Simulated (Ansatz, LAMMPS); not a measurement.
# Glassy 55SiO2-24Al2O3-11BaO-11CaO (mol %) (124 atoms): geometry optimisation, part 2 of 2

How does glassy 55SiO2-24Al2O3-11BaO-11CaO (mol %) (124 atoms) relax, and what do bonds, charges and levels look like afterwards?

Ansatz 0.2.0; Kohn-Sham DFT, PBE, PAW (set soft_2), plane waves.

The cell: 21 Si, 18 Al, 4 Ba, 4 Ca and 77 O. The quench rate of 60 K/ps is orders of magnitude faster than experiment. The starting topology of bonds comes from the classical model. Sampling is at Γ alone, for a cell whose shortest periodic width is 12 Å. The levels lack spin–orbit coupling.

So far, density (g/cm³): step 4 (local order after relaxation) 3.09.

### 5. Single point at the relaxed geometry

The electronic structure is read at the final geometry, in a run of its own.

input.yaml reads:

```yaml
crystal:
  lattice:
    - [11.74621, 0.0, 0.0]
    - [0.0, 11.74621, 0.0]
    - [0.0, 0.0, 11.74621]
  atoms:
    - { symbol: Si, position: [0.48532, 0.76686, 0.89342] }
    - { symbol: Si, position: [0.33781, 0.33808, 0.84114] }
    - { symbol: Si, position: [0.22263, 0.34012, 0.18848] }
    - { symbol: Si, position: [0.43785, 0.14809, 0.38969] }
    [... 114 atom lines left out ...]
    - { symbol: O, position: [0.35981, 0.0481, 0.31488] }
    - { symbol: O, position: [0.74527, 0.13718, 0.61385] }
    - { symbol: O, position: [0.44339, 0.02275, 0.10393] }
    - { symbol: O, position: [0.34942, 0.24532, 0.43388] }
    - { symbol: O, position: [0.95011, 0.88861, 0.18693] }
    - { symbol: O, position: [0.28911, 0.46211, 0.77373] }
kpoints:
  mp_grid: { grid: [1, 1, 1] }
hamiltonian:
  xc: pbe
scf:
  occupations: { method: gaussian, width: 0.025 }
output:
  forces: true
  stress: true
  populations: intrinsic
  dos:
    method: { smearing: { sigma: 0.08 } }
    de: 0.1
    projected: { site_lists: { Al: [Al], Ba: [Ba], Ca: [Ca], O: [O], Si: [Si] } }
  eigenvalues: true
  write_density: true
  write_potential: true
  volumetric_format: npy
```

Run with:

```sh
ansatz run input.yaml --threads 4 --pin off --max-ram 8192MiB --backend cpu --events-out ev --progress --plain --runs-dir out
```

It took 23 s on 4 threads of Intel Xeon Platinum 8488C (Sapphire Rapids), shared host; peak memory 2.5 GiB; 85 s of CPU time.

Read from the output:

```
free energy                                      : -97945.5582 eV
free energy per atom                             : -789.8835 eV/atom
SCF cycles                                       : 9
pressure                                         : 2.219 GPa
r.m.s. force component                           : 0.0086 eV/Å
longest force                                    : 0.05194 eV/Å
Fermi energy                                     : 6.631 eV
gap (highest filled to lowest empty level) : 3.989 eV
```

Intrinsic-atomic-orbital charges by element and coordination:

| element | coordination | atoms | mean charge (e) | spread | least | most |
| --- | --- | --- | --- | --- | --- | --- |
| Al | all | 18 | 1.29 | 0.0437 | 1.17 | 1.35 |
| Al | 4 | 16 | 1.29 | 0.0436 | 1.17 | 1.35 |
| Al | 5 | 2 | 1.26 | 0.0384 | 1.23 | 1.30 |
| Ba | all | 4 | 1.91 | 0.0121 | 1.90 | 1.93 |
| Ba | 5 | 1 | 1.90 | 0 | 1.90 | 1.90 |
| Ba | 7 | 2 | 1.91 | 0.0056 | 1.90 | 1.91 |
| Ba | 8 | 1 | 1.93 | 0 | 1.93 | 1.93 |
| Ca | all | 4 | 1.80 | 0.0223 | 1.77 | 1.82 |
| Ca | 6 | 2 | 1.79 | 0.0262 | 1.77 | 1.82 |
| Ca | 7 | 2 | 1.82 | 0.0033 | 1.81 | 1.82 |
| O | all | 77 | -0.955 | 0.0795 | -1.26 | -0.831 |
| O | 2 | 26 | -0.903 | 0.0403 | -1.05 | -0.853 |
| O | 3 | 45 | -0.972 | 0.0771 | -1.26 | -0.831 |
| O | 4 | 6 | -1.06 | 0.0747 | -1.15 | -0.936 |
| Si | all | 21 | 1.69 | 0.0339 | 1.63 | 1.77 |

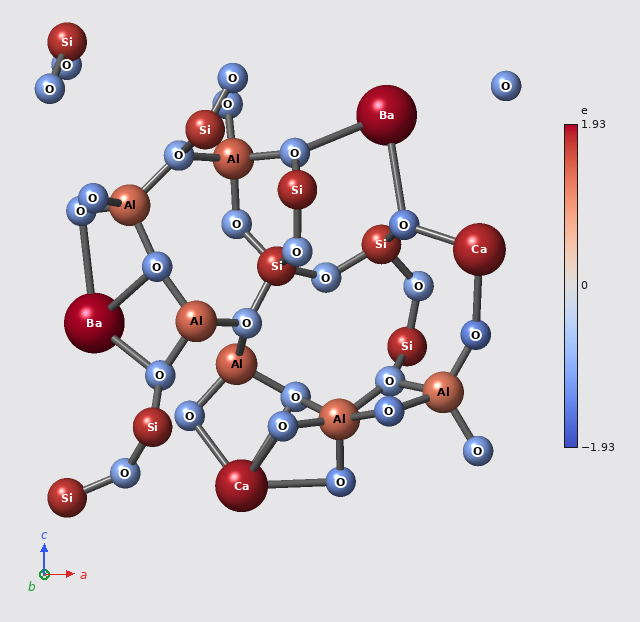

Atoms coloured by intrinsic-atomic-orbital charge. Drawn is a slice 4 Å thick, seen along the normal of the ac plane. Bonds to atoms that aren't drawn are left out.

States in the cell by windows of 1 eV, zero at the Fermi level; the larger projections on atomic orbitals stand beside the total:

| from (eV) | to (eV) | total | O p | Si p |
| --- | --- | --- | --- | --- |
| -10 | -9 | 15.5 | 10.9 | 1.1 |
| -9 | -8 | 30.9 | 22.9 | 3.2 |
| -8 | -7 | 44.8 | 34.5 | 4.5 |
| -7 | -6 | 52.2 | 41.9 | 4.2 |
| -6 | -5 | 70.3 | 60.7 | 2.5 |
| -5 | -4 | 92.6 | 84.9 | 1.6 |
| -4 | -3 | 92.1 | 87.0 | 0.9 |
| -3 | -2 | 45.7 | 43.6 | 0.3 |
| -2 | -1 | 0.4 | 0.4 | 0.0 |
| -1 | 1 | 0.0 | 0.0 | 0.0 |
| 1 | 2 | 1.7 | 0.0 | 0.0 |
| 2 | 3 | 2.1 | 0.1 | 0.1 |
| 3 | 4 | 27.0 | 1.8 | 1.6 |
| 4 | 5 | 47.7 | 3.0 | 4.0 |

The curve was stored every 0.10 eV, coarse against its broadening of 0.08 eV, so these counts are rough.

Between -26 and -10 eV lie 219 more states.

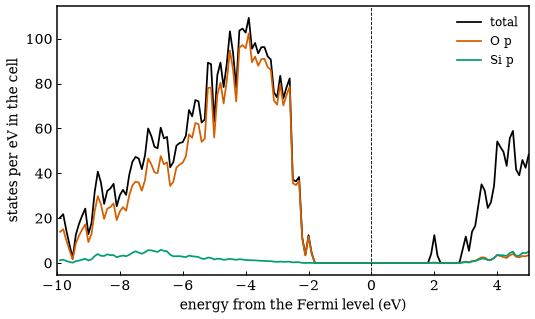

Total and projected density of states, with the broadening of the input.

The levels nearest the highest filled one (over half full), pooled over k-points and spins:

| level less the highest filled one (eV) | occupation |
| --- | --- |
| -0.467 | 2 |
| -0.390 | 2 |
| -0.356 | 2 |
| -0.317 | 2 |
| -0.273 | 2 |
| 0 | 2 |
| 3.99 | 0 |
| 4.97 | 0 |
| 5.20 | 0 |
| 5.32 | 0 |
| 5.44 | 0 |
| 5.46 | 0 |

Mean intrinsic-atomic-orbital charges: Al +1.29, Ba +1.91, Ca +1.80, O -0.96, Si +1.69 e.

### 6. Results

```json
{"energy change in the relaxation": "-83.51 meV/atom", "r.m.s. displacement": "0.333 Å", "largest displacement": "0.814 Å", "free energy per atom": "-789.8835 eV/atom", "pressure": "2.219 GPa", "r.m.s. force component": "0.0086 eV/Å", "gap (highest filled to lowest empty level)": "3.989 eV", "wall time of the 3 DFT runs": "6.3 min"}
```

**Reading.** Relaxation lowers the energy by 83.5 meV/atom and moves atoms by 0.33 Å r.m.s.; the r.m.s. force component goes from 1.2 to 0.0086 eV/Å, the pressure goes from 8.2 to 2.2 GPa, and the gap from 3.03 to 3.99 eV. By the final cutoffs 5 of 206 bonded pairs parted and 10 joined. From the first step to the last the energy fell by 10.356 eV, and the largest move was 0.81 Å (O58). The O-Ba bonds change most in mean length: from 2.945 Å (spread 0.197) to 2.828 Å (spread 0.173), and their number from 25 to 27. By these cutoffs 89 % of Al atoms have 4, 50 % of Ba atoms have 7, 50 % of Ca atoms have 6 and as many 7 and 58 % of O atoms have 3 bonded neighbours. 84 % of the oxygens bridge two formers (Si and Al) and 5 % are non-bridging; 10 % join three. The highest filled and lowest empty levels differ by 3.99 eV (at Γ alone); a semilocal functional tends to put such gaps too low. In a disordered cell it changes from sample to sample, and tail or defect levels can set it.

What to keep in mind: The starting topology of bonds comes from the classical model; in DFT 5 of its 206 bonded pairs passed out of the cutoffs and 10 came within them. The pressure of 2.2 GPa means that a free cell would grow at this level.

[Logs are printed without paths, hosts, clocks, repeated set-up lines and the standing remarks that a program may print on its own settings, such as how far it seeks lower states.]

[Hosts, paths, dates, database ids (printed as entryN), source tags and the programs' standing remarks are cut or masked in the printed files.]
